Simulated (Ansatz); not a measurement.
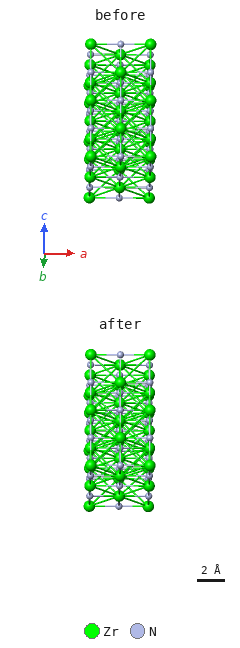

The structure of crystalline ZrN (set up in Fm-3m) before (top) and after (bottom) a relaxation, at one scale.

The picture is a ball-and-stick view of the conventional cell (4 times the calculation's cell), repeated 1 × 2 × 2 with one cell outlined, seen from a free direction. Lengths and directions refer to the drawn axes.

Case: relaxed at 12 GPa.

All numbers below come from DFT PBEsol, scalar-relativistic, plane waves, PAW in Ansatz. (plane-wave cutoff 420 eV; k-point mesh 16 × 16 × 16; occupations fermi dirac; smearing width 0.15 eV; target pressure 12 GPa; no spin polarisation; cell and atoms relaxed; force threshold 0.001 eV/Å; at most 60 steps)

Question: What changed between the two?

Answer: The atoms keep their places relative to the cell (all moves are under 0.005 Å). Cell: a = b = c 4.553 → 4.491 Å (−1.4 %). Volume −4.0 %. Some distances before and after: Zr–Zr 3.220 → 3.176 Å, N–Zr 2.277 → 2.246 Å. The space group stays Fm-3m (No. 225). After 5 accepted moves (7 points after the start) the energy has risen by 34.2 meV per cell of the calculation. With the target pressure of 12 GPa, the enthalpy E + pV changes by −36.7 meV per cell of the calculation. All forces vanish by symmetry, so only the cell relaxes. The pressure goes from 0.00 to 12.00 GPa. The SCF was repeated twice at an unchanged geometry on a basis and grid sized afresh for the cell, which shifted the energy by 1.9 meV per cell of the calculation at most. Cost: 12 s on 1 thread of Intel(R) Xeon(R) 6975P-C (Granite Rapids), on a shared host, peak memory 0.38 GiB.
